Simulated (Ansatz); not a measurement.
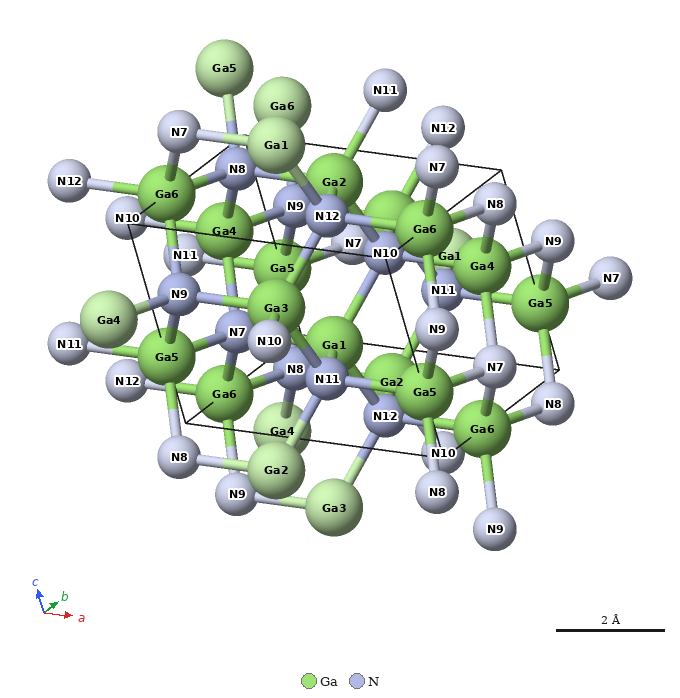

**Figure 1.** The input geometry (ball-and-stick view of the cell of the calculation, seen slightly off an axis; neighbours outside the cell are drawn fainter; atoms are numbered from 1 in the order of the input). An atom can appear more than once, as a periodic image. Near neighbours in the periodic cell (some may lie outside the picture): Ga has 4 N at 1.95 Å; N has 4 Ga at 1.95 Å.

## Run report: GaN, geometry relaxation

The run: geometry relaxation of GaN (12 atoms in the cell). Method and program: DFT r2SCAN, scalar-relativistic, plane waves, PAW, no spin polarisation (Ansatz 0.2.0).

The structure derives from a Materials Project entry. It belongs to a series of runs on one base structure; here: 0 of 6 Ga sites taken by Fe, cell and atoms relaxed. Figures and captions count atoms from 1; the log counts them from 0 in places.

**Input file**
```yaml
crystal:
  lattice:
    - [0.0, 0.0, -5.1835829263]
    - [-4.7746453599, -2.7566427839, 0.0]
    - [0.0, 5.5132855676, 0.0]
  atoms:
    - { symbol: Ga, position: [0.5008927243, 0.3333333333, 0.3333333333] }
    - { symbol: Ga, position: [0.5008927243, 0.6666666667, 1.0] }
    - { symbol: Ga, position: [0.5008927243, 1.0, 0.6666666667] }
    - { symbol: Ga, position: [0.0008927243, 0.6666666667, 0.6666666667] }
    - { symbol: Ga, position: [0.0008927243, 1.0, 0.3333333333] }
    - { symbol: Ga, position: [0.0008927243, 0.3333333333, 1.0] }
    - { symbol: "N", position: [0.1241072757, 0.3333333333, 0.3333333333] }
    - { symbol: "N", position: [0.1241072757, 0.6666666667, 1.0] }
    - { symbol: "N", position: [0.1241072757, 1.0, 0.6666666667] }
    - { symbol: "N", position: [0.6241072757, 0.6666666667, 0.6666666667] }
    - { symbol: "N", position: [0.6241072757, 1.0, 0.3333333333] }
    - { symbol: "N", position: [0.6241072757, 0.3333333333, 1.0] }
basis:
  ecutwfc: 500
kpoints:
  mp_grid: { grid: [8, 12, 12] }
hamiltonian:
  xc: r2scan
scf:
  occupations: { method: gaussian, width: 0.1 }
output:
  forces: true
  stress: true
  eigenvalues: true
relax:
  adjacent_minimum: "off"
  f_tol: 0.015
  max_steps: 60
  cell: { stress_tol: 0.15 }
```

Run as:
```bash
ansatz run input.yaml --threads 2 --pin off --max-ram 5120MiB --backend cpu --events-out ev --progress --plain --runs-dir out
```

**The program's output**
```
Engine: ansatz 0.2.0, x86_64-unknown-linux-gnu
Pseudopotentials: kind: paw
Pseudopotential: Ga, paw, valence charge 13, recommended cutoff 500 eV (meta_gga), Ga.paw.azcp
Pseudopotential: N, paw, valence charge 5, recommended cutoff 500 eV (meta_gga), N.paw.azcp
Functional definition: r2SCAN
  parameter k0 = 0.174
  parameter k1 = 0.065
  parameter a1 = 4.9479
  exchange = r2scan_x(k0 = k0, k1 = k1, a1 = a1)
  correlation = r2scan_c
Crystal: 12 atoms, lattice volume = 136.453 Å³
Basis set: ecut = 500 eV, 3457 PW (Γ), exchange–correlation on 160×180×180 points (64 copies of the dense FFT grid, shifted against one another)
Bands: 66, of which v1, the nominal top of the filled ones, is band 54 counted from 1 (53 counted from 0)
Symmetry: 36 space group operations
Space group: P63mc (ITA 186), of the structure as read, at distance tolerance 5.1e-5 Å
k-points: 95 of 1152 (time reversal used)
Non-local potential: Ga, projectors of the file, l = 0: 2, l = 1: 2, l = 2: 3, l = 3: 1
Non-local potential: N, projectors of the file, l = 0: 2, l = 1: 2, l = 2: 1
PAW form: soft (Blöchl's): semilocal exchange-correlation on the pseudo side does not see the compensation charge
PAW frozen core: Ga, regenerated for the run's functional (the file was generated under x = pbe(κ = 0.804, μ = 0.2195149727645171), c = pbe(β = 0.06672455060314922))
PAW frozen core: N, regenerated for the run's functional (the file was generated under x = pbe(κ = 0.804, μ = 0.2195149727645171), c = pbe(β = 0.06672455060314922))
PAW one-centre angular grid: Ga, 590 points (default); XC on 160 Gauss nodes
PAW one-centre angular grid: N, 302 points (default); XC on 160 Gauss nodes
Initial density: superposition of atomic densities (neutral atoms: chi_scale 0, normalization atom), corrected by the library's trained network
Initial wavefunctions: pseudopotential atomic-orbital guess
Functional: x = r2scan, c = r2scan; τ floored in thin density (d = 2e-4 eV/Å³)
SCF iter   1: F=—  HF=-25058.134970 eV  |F-HF|=—  |Δ(HF+E_count)|=         —  Δρ=1.25e-2  dr2=8.06e-2  dr2_τ=5.74e-1  ethr=1.77e-3  ⟨swp⟩=5.8  Hψ=22390  notcnv=0  defer=41
preconditioner: auto → Resta (q_TF=auto, 2.624 Å⁻¹)  ε∞=4.5  [insulator: Δε(μ)=2.312 eV  Ē_g=17.648 eV  σ=0.100 eV  W_gap=1.00  n_scr=40 (ndim 8)  ℏωp=33.0 eV  f_vac=0.008  D(μ)=0.00/eV (n_scr^D=0)  ε∞_Penn≈4.5]
SCF iter   2: F=—  HF=-25058.324952 eV  |F-HF|=—  |Δ(HF+E_count)|=   1.90e-1  Δρ=5.84e-3  dr2=2.84e-2  dr2_τ=9.75e-4  ethr=7.46e-5  ⟨swp⟩=2.0  Hψ=12931  notcnv=0  defer=559
SCF iter   3: F=—  HF=-25058.323253 eV  |F-HF|=—  |Δ(HF+E_count)|=   1.70e-3  Δρ=3.71e-3  dr2=8.05e-3  dr2_τ=2.59e-4  ethr=2.63e-5  ⟨swp⟩=3.0  Hψ=11479  notcnv=0  defer=559
SCF iter   4: F=—  HF=-25058.323350 eV  |F-HF|=—  |Δ(HF+E_count)|=   9.77e-5  Δρ=5.32e-4  dr2=2.48e-4  dr2_τ=2.62e-5  ethr=7.45e-6  ⟨swp⟩=1.0  Hψ=5711  notcnv=0  defer=559
SCF iter   5: F=—  HF=-25058.323370 eV  |F-HF|=—  |Δ(HF+E_count)|=   1.96e-5  Δρ=1.50e-4  dr2=1.59e-5  dr2_τ=2.14e-6  ethr=2.29e-7  ⟨swp⟩=2.0  Hψ=10841  notcnv=0  defer=559
SCF iter   6: F=—  HF=-25058.323404 eV  |F-HF|=—  |Δ(HF+E_count)|=   3.46e-5  Δρ=6.12e-5  dr2=5.37e-6  dr2_τ=2.60e-7  ethr=1.47e-8  ⟨swp⟩=2.8  Hψ=10791  notcnv=0  defer=559
SCF iter   7: F=-25058.323404 eV  HF=-25058.323404 eV  |F-HF|=4.29e-9  |Δ(HF+E_count)|=   8.13e-7  Δρ=7.21e-6  dr2=6.02e-8  dr2_τ=4.24e-9  ethr=9.26e-11  ⟨swp⟩=8.9  Hψ=30598  notcnv=0
SCF 1 converged in 7 iterations: F = -25058.323404 eV  dr2 = 6.02e-8
  greatest PAW one-centre occupation: 0.995 electrons in one spin orbital (limit 2), on the Ga atom at site 5 (counted from 0), in its partial waves of l = 2
relax step   1: F+E_penalty+E_count = -25058.32340364 eV  Δ(F+E_penalty+E_count) = +0.000e0 eV  max|allowed force component| = 4.839e-4 eV/Å  Δτ_max = 0.0000 Å  P = +0.004 GPa  Ω = 136.453 Å³  (7 SCF iters, dr2 threshold 1.00e-7 eV, accepted)
Initial density: handed on by an earlier stage of this run
Initial wavefunctions: pseudopotential atomic-orbital guess (no wavefunctions were taken with the density)
iter 1 solved again at ethr=2.12e-8 eV; its pass at ethr=3.10e-3 eV (dr2=2.29e-5 eV) is discarded
SCF iter   1: F=—  HF=-25058.323377 eV  |F-HF|=—  |Δ(HF+E_count)|=         —  Δρ=7.14e-6  dr2=5.92e-8  dr2_τ=4.34e-9  ethr=2.12e-8  ⟨swp⟩=3.1  Hψ=40169  notcnv=0
preconditioner: auto → Resta (q_TF=auto, 2.624 Å⁻¹)  ε∞=4.6  [insulator: Δε(μ)=2.351 eV  Ē_g=17.526 eV  σ=0.100 eV  W_gap=1.00  n_scr=40 (ndim 8)  ℏωp=33.0 eV  f_vac=0.010  D(μ)=0.00/eV (n_scr^D=0)  ε∞_Penn≈4.6]
SCF iter   2: F=—  HF=-25058.323404 eV  |F-HF|=—  |Δ(HF+E_count)|=   2.68e-5  Δρ=4.85e-6  dr2=2.24e-8  dr2_τ=3.71e-10  ethr=5.48e-11  ⟨swp⟩=2.6  Hψ=11824  notcnv=0
SCF iter   3: F=—  HF=-25058.323404 eV  |F-HF|=—  |Δ(HF+E_count)|=   9.06e-9  Δρ=1.31e-6  dr2=2.65e-9  dr2_τ=1.94e-10  ethr=2.08e-11  ⟨swp⟩=2.8  Hψ=12948  notcnv=0
SCF iter   4: F=-25058.323404 eV  HF=-25058.323404 eV  |F-HF|=1.38e-10  |Δ(HF+E_count)|=  5.17e-10  Δρ=4.03e-7  dr2=1.82e-10  dr2_τ=8.10e-12  ethr=1.00e-12  ⟨swp⟩=5.8  Hψ=24712  notcnv=0
SCF 2 converged in 4 iterations: F = -25058.323404 eV  dr2 = 1.82e-10
  greatest PAW one-centre occupation: 0.995 electrons in one spin orbital (limit 2), on the Ga atom at site 2 (counted from 0), in its partial waves of l = 2
relax step   2: F+E_penalty+E_count = -25058.32340366 eV  Δ(F+E_penalty+E_count) = -1.257e-8 eV  max|allowed force component| = 4.889e-4 eV/Å  Δτ_max = 0.0000 Å  P = +0.004 GPa  Ω = 136.453 Å³  stress off target by 4.91e-3 GPa  SCF on the basis re-selected at this cell (its energy is not comparable with the rows above)  (4 SCF iters)
```

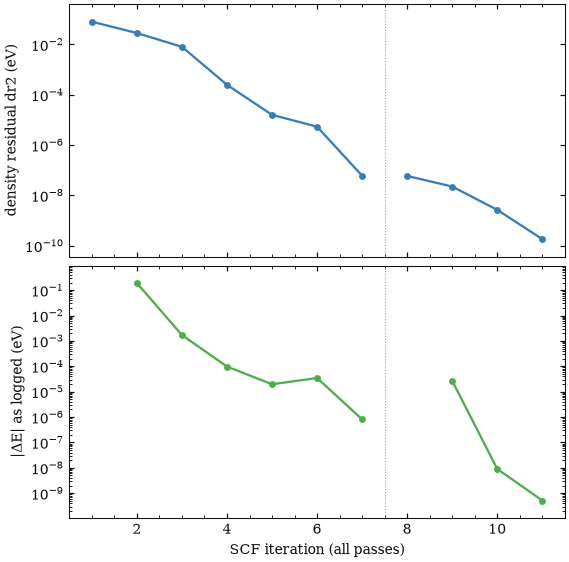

**Figure 2.** Convergence of the self-consistent field: density residual dr2 and size of the energy change against the SCF iteration. The dotted lines part the SCF passes of the relaxation: geometry steps, rejected trials and re-solves on a re-selected basis. The passes take 7 and 4 iterations.

```
basis re-selected at this cell: Δ(F+E_penalty+E_count) = -1.257e-8 eV, ΔP = -0.000 GPa vs the last step (what re-selecting the basis moved, of the pressure what is left beyond the Pulay correction that the steps carried, after the strain that the cell walked since its last selection, with what the two solves' SCF thresholds leave and, on support functions, any second-order correction that the steps lacked; it is no measure of the basis error at this ecutwfc). This SCF's stress stands 4.91e-3 GPa from its target on what of the cell is left free (relax.cell.stress_tol is 1.50e-1 GPa) and its largest allowed force component is 4.89e-4 eV/Å (relax.f_tol is 1.50e-2 eV/Å): within both
SCF converged after 4 iterations
Free energy (F): -25058.323404 eV
Harris-Foulkes:  -25058.323404 eV  (|F-HF|=1.38e-10)
Internal energy: -25058.323404 eV  (E = F + TS)
E sigma→0 (E₀):  -25058.323404 eV
Fermi energy:    10.663566 eV
--- Per-component energies (eV) ---
  E_band       = -88.953471
  E_kinetic    = 1483.103033
  E_local      = -11712.058977  (includes V_loc(G=0)·N_el)
  E_nonlocal   = 2858.932590
  E_hartree    = 5405.283226
  E_xc         = -730.647791
  E_vxc        = -861.798141  (∫ρ·V_xc dr)
  E_paw        = -12824.312653  (= ΣΔE_a)
  E_vpaw       = -2714.743512  (= ΣTr[D̂ρ^β])
  E_aug_tail   = -0.000136  (compensation charges beyond the density's cutoff)
  E_vtau       = 47.045533  (kinetic-family band-sum trace: ∫τ·v_τ [+ j·A + Jᵃ·Aᵃ] dr)
  E_ewald      = -9534.526889
  E_core_change = -4.095807  (= ΣΔE_core)
  E_smearing   = -0.000000  (= −TS)
  E_closure    = 0.000000  (closes the sum)
  Σ components = -25058.323404   (vs F -25058.323404, Δ=0.00e0)
--- Forces (eV/Å), atoms counted from 1 ---
  atom   1  Ga    -0.00000000    -0.00000000     0.00049783
  atom   2  Ga    -0.00000000    -0.00000000     0.00049783
  atom   3  Ga    -0.00000000    -0.00000000     0.00049783
  atom   4  Ga     0.00000000     0.00000000     0.00049783
  atom   5  Ga     0.00000000     0.00000000     0.00049783
  atom   6  Ga     0.00000000     0.00000000     0.00049783
  atom   7  N      0.00000000    -0.00000000    -0.00048004
  atom   8  N      0.00000000    -0.00000000    -0.00048004
  atom   9  N      0.00000000     0.00000000    -0.00048004
  atom  10  N      0.00000000    -0.00000000    -0.00048004
  atom  11  N      0.00000000    -0.00000000    -0.00048004
  atom  12  N      0.00000000    -0.00000000    -0.00048004
  max |Σ_I F_I| component: 1.07e-4 eV/Å
--- Stress (GPa, compression-positive) ---
        0.004907       0.000000       0.000000
        0.000000       0.004907      -0.000000
        0.000000      -0.000000       0.003396
  P = ⅓ Tr σ = 0.0044 GPa (0.044 kbar)
--- Band table (eV; the first three rows and the last of 95) ---
  k-point 0: bands = ["-7.3242", "-6.3459", "-6.2023", "-6.2023", "-6.2023", "-6.2023", "-4.4041", "-4.3888", "-4.3888", "-4.3784", "-4.3784", "-4.3215", "-4.3215", "-4.1719", "-4.1719", "-4.1719", "-4.1719", "-4.1475", "-4.1475", "-4.1245", "-4.1245", "-4.1245", "-4.1245", "-4.1091", "-4.1091", "-4.0789", "-4.0789", "-4.0314", "-4.0314", "-4.0118", "-4.0118", "-2.8748", "-2.4696", "-2.4696", "-2.4696", "-2.4696", "2.2942", "4.0677", "4.0677", "4.0677", "4.0677", "4.0727", "4.0727", "6.4390", "6.4390", "6.4390", "6.4390", "6.6831", "6.6831", "8.4192", "8.4192", "9.4507", "9.4866", "9.4866", "11.8376", "14.3212", "15.0921", "15.0921", "18.0379", "18.0379", "18.0379", "18.0379", "18.5536", "18.5536", "19.4576", "20.0866"]
  k-point 1: bands = ["-7.3011", "-6.3391", "-6.2356", "-6.2328", "-6.1800", "-6.1789", "-4.4027", "-4.3852", "-4.3802", "-4.3760", "-4.3757", "-4.3189", "-4.3167", "-4.1999", "-4.1940", "-4.1605", "-4.1525", "-4.1489", "-4.1483", "-4.1325", "-4.1307", "-4.1195", "-4.1193", "-4.1110", "-4.1094", "-4.0732", "-4.0729", "-4.0299", "-4.0290", "-4.0159", "-4.0112", "-2.8594", "-2.6370", "-2.5983", "-2.3833", "-2.3520", "2.3284", "3.7162", "3.8948", "3.9414", "4.1930", "4.3761", "4.4822", "6.0829", "6.1389", "6.7063", "6.7777", "6.7832", "6.8125", "8.2395", "8.3643", "9.2513", "9.4289", "9.4638", "12.0572", "14.4813", "15.1591", "15.1637", "17.7256", "17.7404", "18.1151", "18.2010", "18.4149", "18.4624", "19.4001", "19.8745"]
  k-point 2: bands = ["-7.2336", "-6.3200", "-6.2836", "-6.2675", "-6.1659", "-6.1644", "-4.3948", "-4.3752", "-4.3693", "-4.3674", "-4.3573", "-4.3110", "-4.3017", "-4.2347", "-4.2174", "-4.1656", "-4.1531", "-4.1501", "-4.1444", "-4.1374", "-4.1366", "-4.1164", "-4.1162", "-4.1147", "-4.1102", "-4.0613", "-4.0606", "-4.0271", "-4.0270", "-4.0210", "-4.0095", "-2.8757", "-2.8145", "-2.7205", "-2.3658", "-2.2663", "2.4298", "3.4259", "3.7502", "4.0017", "4.2304", "4.7980", "4.9471", "5.6951", "5.9133", "6.9172", "7.0134", "7.1254", "7.1534", "7.7730", "8.1677", "8.7528", "9.3573", "9.3849", "12.5502", "14.8983", "15.3361", "15.3764", "17.2776", "17.3249", "17.5424", "18.1431", "18.2215", "18.5618", "19.2036", "19.3809"]
  k-point 94: bands = ["-6.3090", "-6.3090", "-6.3090", "-6.3090", "-6.3090", "-6.3090", "-4.3135", "-4.3135", "-4.3135", "-4.3135", "-4.3135", "-4.3135", "-4.2347", "-4.2347", "-4.2347", "-4.2347", "-4.2347", "-4.2347", "-4.1215", "-4.1215", "-4.1215", "-4.1215", "-4.1215", "-4.1215", "-4.0352", "-4.0352", "-4.0352", "-4.0352", "-4.0352", "-4.0352", "-3.2669", "-3.2669", "-3.2669", "-3.2669", "-3.2669", "-3.2669", "3.9041", "3.9041", "3.9041", "3.9041", "3.9041", "3.9041", "7.3483", "7.3483", "7.3483", "7.3483", "7.3483", "7.3483", "7.8075", "7.8075", "7.8075", "7.8075", "7.8075", "7.8075", "14.8823", "14.8823", "14.8823", "14.8823", "14.8823", "14.8823", "17.9744", "17.9744", "17.9744", "17.9744", "17.9744", "17.9744"]
--- Relaxed structure (1 steps of the walk, 1 accepted, 1 SCFs on fresh bases) ---
  F+E_penalty+E_count = -25058.32340366 eV   max|allowed force component| = 4.889e-4 eV/Å   (the final SCF, on the basis selected at the relaxed cell)
  cell:  # Å, volume = 136.4526 Å³
    - [0.0, 0.0, -5.1835829263]
    - [-4.774645359850986, -2.7566427838616314, 0.0]
    - [-5.7734955236639314e-11, 5.513285567623263, 0.0]
  atoms:
    - { symbol: Ga, position: [0.5008927242999999, 0.3333333333333333, 0.3333333333333333] }
    - { symbol: Ga, position: [0.5008927242999999, 0.6666666666666666, 1.0] }
    - { symbol: Ga, position: [0.5008927242999999, 1.0, 0.6666666666666667] }
    - { symbol: Ga, position: [0.0008927242999999999, 0.6666666666666666, 0.6666666666666666] }
    - { symbol: Ga, position: [0.0008927242999999999, 0.9999999999999999, 0.3333333333333333] }
    - { symbol: Ga, position: [0.0008927242999999999, 0.3333333333333333, 0.9999999999999999] }
    - { symbol: N, position: [0.12410727569999999, 0.3333333333333333, 0.3333333333333333] }
    - { symbol: N, position: [0.12410727569999999, 0.6666666666666666, 1.0] }
    - { symbol: N, position: [0.12410727569999999, 1.0, 0.6666666666666667] }
    - { symbol: N, position: [0.6241072756999999, 0.6666666666666666, 0.6666666666666666] }
    - { symbol: N, position: [0.6241072756999999, 0.9999999999999999, 0.3333333333333333] }
    - { symbol: N, position: [0.6241072756999999, 0.3333333333333333, 0.9999999999999999] }
```

**Trajectory as extended XYZ (Å, eV, eV/Å), 2 frames, from step=1 to step=2**
```
12
Lattice="0.0000 0.0000 -5.1836 -4.7746 -2.7566 0.0000 0.0000 5.5133 0.0000" Properties=species:S:1:pos:R:3:forces:R:3 step=1 energy=-25058.32340 pressure_GPa=0.00
Ga   -1.5915    0.9189   -2.5964    0.0000   0.0000   0.0005
Ga   -3.1831    3.6755   -2.5964    0.0000   0.0000   0.0005
Ga   -4.7746    0.9189   -2.5964    0.0000   0.0000   0.0005
Ga   -3.1831    1.8378   -0.0046    0.0000   0.0000   0.0005
Ga   -4.7746   -0.9189   -0.0046    0.0000   0.0000   0.0005
Ga   -1.5915    4.5944   -0.0046    0.0000   0.0000   0.0005
N    -1.5915    0.9189   -0.6433    0.0000   0.0000  -0.0005
N    -3.1831    3.6755   -0.6433    0.0000   0.0000  -0.0005
N    -4.7746    0.9189   -0.6433    0.0000   0.0000  -0.0005
N    -3.1831    1.8378   -3.2351    0.0000   0.0000  -0.0005
N    -4.7746   -0.9189   -3.2351    0.0000   0.0000  -0.0005
N    -1.5915    4.5944   -3.2351    0.0000   0.0000  -0.0005
12
Lattice="0.0000 0.0000 -5.1836 -4.7746 -2.7566 0.0000 0.0000 5.5133 0.0000" Properties=species:S:1:pos:R:3:forces:R:3 step=2 energy=-25058.32340 pressure_GPa=0.00
Ga   -1.5915    0.9189   -2.5964    0.0000   0.0000   0.0005
Ga   -3.1831    3.6755   -2.5964    0.0000   0.0000   0.0005
Ga   -4.7746    0.9189   -2.5964    0.0000   0.0000   0.0005
Ga   -3.1831    1.8378   -0.0046    0.0000   0.0000   0.0005
Ga   -4.7746   -0.9189   -0.0046    0.0000   0.0000   0.0005
Ga   -1.5915    4.5944   -0.0046    0.0000   0.0000   0.0005
N    -1.5915    0.9189   -0.6433    0.0000   0.0000  -0.0005
N    -3.1831    3.6755   -0.6433    0.0000   0.0000  -0.0005
N    -4.7746    0.9189   -0.6433    0.0000   0.0000  -0.0005
N    -3.1831    1.8378   -3.2351    0.0000   0.0000  -0.0005
N    -4.7746   -0.9189   -3.2351    0.0000   0.0000  -0.0005
N    -1.5915    4.5944   -3.2351    0.0000   0.0000  -0.0005
```

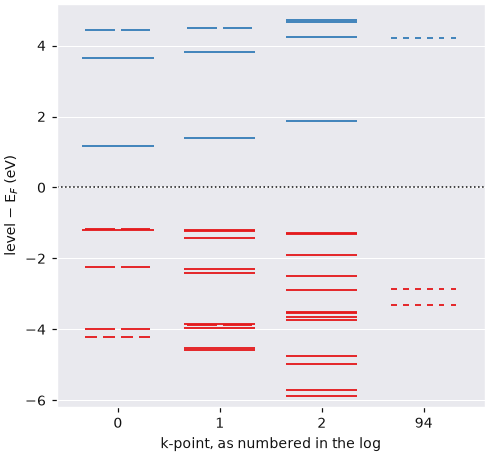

**Figure 3.** Kohn–Sham levels near the Fermi level (dotted) at the few k-points that the log prints; levels within 0.02 eV of each other stand side by side. Among these points the highest filled and lowest empty levels are 2.35 eV apart, which is the gap on the mesh.

**Summary**

| quantity | value |
| --- | --- |
| outcome | converged |
| space group (tolerance 0.01 Å) | P6₃mc (186) |
| electrons treated | 108 |
| free energy | −25058.3234 eV |
| Fermi energy | 10.664 eV |
| gap on the k-point mesh | 2.35 eV |
| pressure | 0.00 GPa |
| final volume | 136.45 Å³ |
| largest force (length of the vector) at the end | under 0.001 eV/Å |
| final cell | a = 5.184 Å, b = 5.513 Å, c = 5.513 Å, α = 120.00°, β = 90.00°, γ = 90.00° |
| hardware | 2 threads of Oxide Virtual Turin-like (Zen 5), 32 GiB of memory available, shared host |
| wall time | 2.5 min (CPU time 4.8 min) |
| peak memory | 1.2 GiB |
